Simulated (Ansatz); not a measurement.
A series of calculations on ZrS$_{2}$

**1. Relaxation**

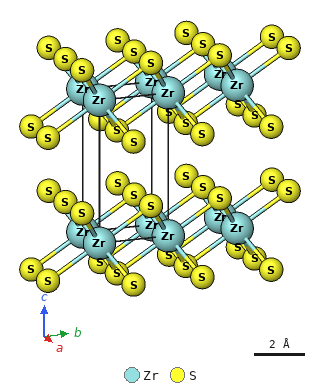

Crystalline ZrS₂ (set up in P-3m1), before the relaxation. A ball-and-stick model of the cell of the calculation, repeated 1 × 2 × 1 with one cell outlined, seen slightly off an axis.

Case: volume × 1.10, shape and atoms relaxed.

Method: DFT PBEsol+D3(BJ), scalar-relativistic, plane waves, PAW (Ansatz 0.2.0).

Input file:
```yaml
crystal:
  lattice:
    - [3.6611397259, 0.0, 0.0]
    - [-1.830569863, 3.1706400094, 0.0]
    - [0.0, 0.0, 5.8221355057]
  atoms:
    - { symbol: Zr, position: [0.0, 0.0, 0.0] }
    - { symbol: S, position: [0.6666666667, 0.3333333333, 0.7466197532] }
    - { symbol: S, position: [0.3333333333, 0.6666666667, 0.2533802468] }
basis:
  ecutwfc: 420
kpoints:
  mp_grid: { grid: [12, 12, 6] }
hamiltonian:
  xc: pbesol
  dispersion: d3bj
scf:
  occupations: { method: gaussian, width: 0.01 }
output:
  forces: true
  stress: true
  eigenvalues: true
relax:
  adjacent_minimum: "off"
  f_tol: 0.01
  max_steps: 30
  cell: { stress_tol: 0.1, fix: [volume] }
```

Run as
```bash
ansatz run input.yaml --threads 1 --pin off --max-ram 2560MiB --backend cpu --events-out ev --progress --plain --runs-dir out
```

Q: Where does the relaxation end?

A: The largest moves relative to the cell, 0.047 Å, are those of S2 and S3. S2 goes along +c. Zr stays in place. The drawn cell changes at constant volume: a = b 3.661 → 3.632 Å (−0.8 %), c 5.822 → 5.915 Å (+1.6 %). Near-neighbour distances that change, for instance: Zr1–S2 2.578 → 2.551 Å. The space group stays P-3m1 (No. 164). The energy falls by 20.9 meV per cell of the calculation in 2 accepted moves (4 points after the start). The largest force component goes from 0.42 to 0.0018 eV/Å. The pressure goes from −5.31 to −2.59 GPa. The line search rejected the trial step at point 1 of the run. At 1 point the geometry stayed and the basis and grid were re-selected for the new cell (energy shift of less than 0.05 meV per cell of the calculation at most each time).

Step by step:

| step | E − E(0), meV/atom | largest force component, eV/Å | pressure, GPa | note |
| --- | --- | --- | --- | --- |
| 0 | 0.00 | 0.4203 | -5.31 |  |
| 1 | 1.19 | 0.5356 | 0.01 | rejected |
| 2 | -6.78 | 0.0407 | -3.02 |  |
| 3 | -6.97 | 0.0018 | -2.59 |  |
| 4 | -6.97 | 0.0018 | -2.59 | same geometry, new basis |

The end point in the same view:

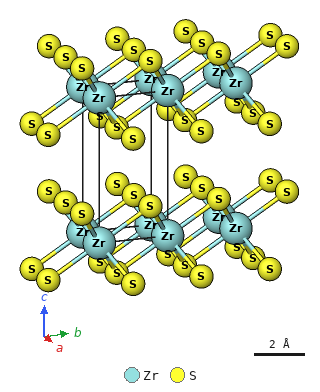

**2. Relaxation**

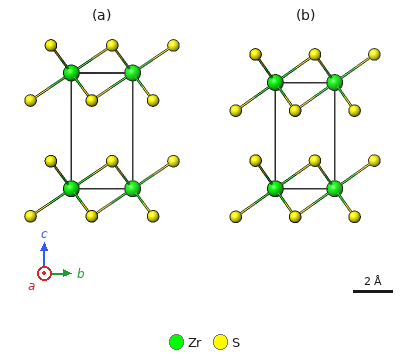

The structure of solid ZrS₂ (set up in P-3m1) before (left) and after (right) a relaxation, at one scale.

The picture is a ball-and-stick view of the cell of the calculation, seen along the a axis.

Computed with Ansatz 0.2.0, DFT PBEsol+D3(BJ), scalar-relativistic, plane waves, PAW.

Input
```yaml
crystal:
  lattice:
    - [3.6913825498, 0.0, 0.0]
    - [-1.8456912749, 3.1968310632, 0.0]
    - [0.0, 0.0, 6.04107701]
  atoms:
    - { symbol: Zr, position: [0.0, 0.0, 0.0] }
    - { symbol: S, position: [0.66666667, 0.33333333, 0.76209003] }
    - { symbol: S, position: [0.33333333, 0.66666667, 0.23790997] }
basis:
  ecutwfc: 420
kpoints:
  mp_grid: { grid: [12, 12, 6] }
hamiltonian:
  xc: pbesol
  dispersion: d3bj
scf:
  occupations: { method: gaussian, width: 0.02 }
output:
  forces: true
  stress: true
  eigenvalues: true
relax:
  adjacent_minimum: "off"
  f_tol: 0.005
  max_steps: 80
  cell: { stress_tol: 0.05 }
```

Launched with:
```bash
ansatz run input.yaml --threads 1 --pin off --max-ram 2560MiB --backend cpu --events-out ev --progress --plain --runs-dir out
```

Question: Describe what moved and what it gained.

Answer: Over 5 accepted moves (6 points after the start) the energy falls by 46.3 meV per atom. Largest force component: 0.13 eV/Å at the start, 0.00035 eV/Å at the end. The pressure goes from −4.65 to 0.00 GPa. At 1 point the geometry stayed and the basis and grid were re-selected for the new cell (energy shift of 0.2 meV per atom at most each time). The largest moves relative to the cell, 0.15 Å, are those of S2 and S3. S2 goes along −c. Zr stays in place. The drawn cell changes as follows: a = b 3.691 → 3.578 Å (−3.1 %), c 6.041 → 5.541 Å (−8.3 %); the volume changes by −13.8 %. Near-neighbour distances that change, for instance: Zr1–S2 2.571 → 2.534 Å. The space group stays P-3m1 (No. 164).

**3. A change**

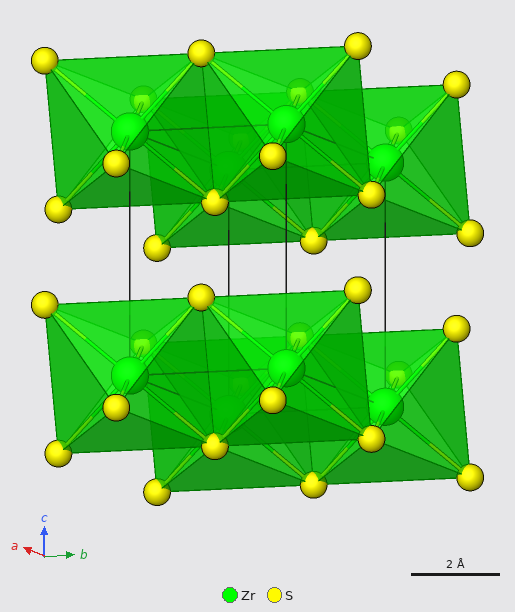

The starting point is solid ZrS₂ (set up in P-3m1). A polyhedral model of the cell of the calculation, seen from a free direction.

These are results of Ansatz, DFT PBEsol, scalar-relativistic, plane waves, PAW, not measurements. (plane-wave cutoff 420 eV; k-point mesh 12 × 12 × 6; occupations gaussian; smearing width 0.02 eV; no spin polarisation)

Now this is done to it. Biaxial strain in the a–b plane, −2.0 %, is applied. The c axis and the atoms are relaxed.

**What is the effect?**

The energy rises by 9.1 meV per atom. The pressure goes from 0.0 to 2.3 GPa. The principal stresses (compression positive) are 0.0 GPa along c and 3.4 GPa across it. The volume changes by −3.6 %, with a = b 3.627 → 3.555 Å (−2.0 %), c 5.887 → 5.911 Å (+0.4 %). The largest moves relative to the cell, 0.029 Å, are those of S atoms. Zr stays in place. Near-neighbour distances before and after: S–Zr 2.549 → 2.535 Å. The space group stays P-3m1 (No. 164).

Drawn alike, the variant:

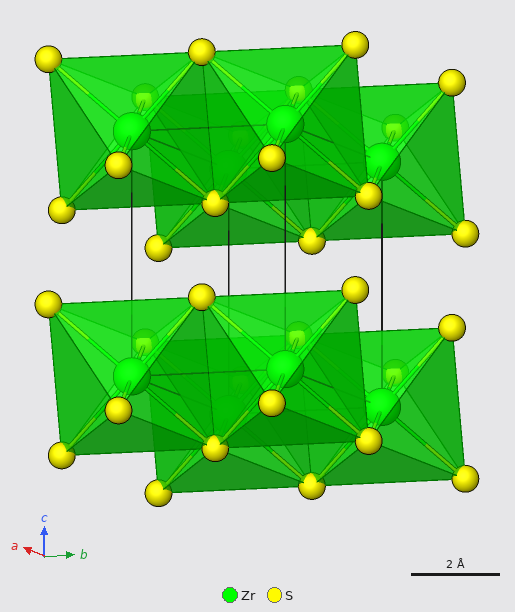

Limits of the set-up: layers or molecules are held without a dispersion correction, so their spacing is unreliable.

**4. A change**

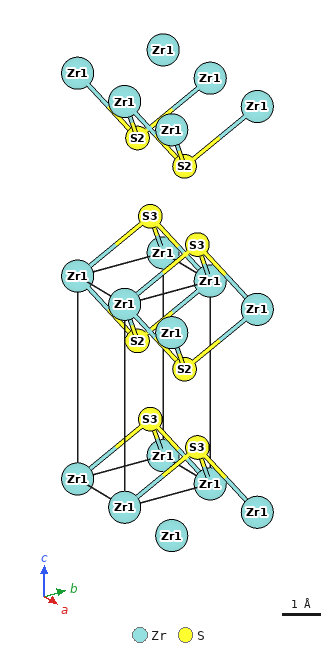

Reference structure: crystalline ZrS2 (set up in P-3m1). The picture is a ball-and-stick view of the cell of the calculation, repeated 2 × 1 × 2 with one cell outlined, seen slightly off an axis.

The calculation used Ansatz 0.2.0, DFT PBEsol+D3(BJ), scalar-relativistic, plane waves, PAW. Set-up: plane-wave cutoff 420 eV; k-point mesh 12 × 12 × 6; occupations gaussian; smearing width 0.01 eV; no spin polarisation.

Now this is done to it. The volume is changed by +3.0 %. The cell's shape and the atoms are relaxed at that volume.

Input
```yaml
crystal:
  lattice:
    - [3.6136315153, 0.0, 0.0]
    - [-1.8068157577, 3.1294966921, 0.0]
    - [0.0, 0.0, 5.59592295]
  atoms:
    - { symbol: Zr, position: [0.0, 0.0, 0.0] }
    - { symbol: S, position: [0.6666666667, 0.3333333333, 0.7353243474] }
    - { symbol: S, position: [0.3333333333, 0.6666666667, 0.2646756526] }
basis:
  ecutwfc: 420
kpoints:
  mp_grid: { grid: [12, 12, 6] }
hamiltonian:
  xc: pbesol
  dispersion: d3bj
scf:
  occupations: { method: gaussian, width: 0.01 }
output:
  forces: true
  stress: true
  eigenvalues: true
relax:
  adjacent_minimum: "off"
  f_tol: 0.01
  max_steps: 30
  cell: { stress_tol: 0.1, fix: [volume] }
```

Launched with:
```bash
ansatz run input.yaml --threads 1 --pin off --max-ram 2560MiB --backend cpu --events-out ev --progress --plain --runs-dir out
```

Q: Predict the response.

A: The volume changes by +3.0 %, with a = b 3.578 → 3.600 Å (+0.6 %), c 5.541 → 5.639 Å (+1.8 %). The largest moves relative to the cell, 0.031 Å, are those of S2 and S3. S2 goes along +c. Zr stays in place. Some distances before and after: S–Zr 2.534 → 2.541 Å. The space group stays P-3m1 (No. 164). Energy change: +2.4 meV per atom. The pressure goes from 0.0 to −1.2 GPa.

The changed structure in the same view:

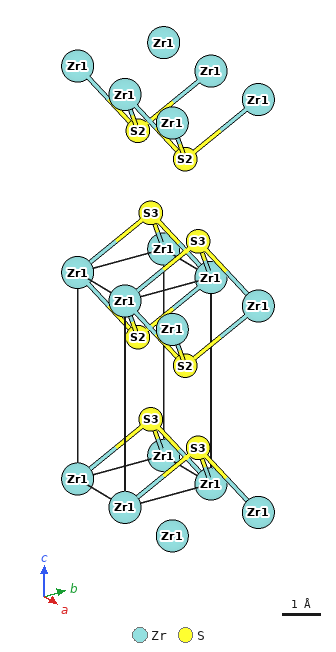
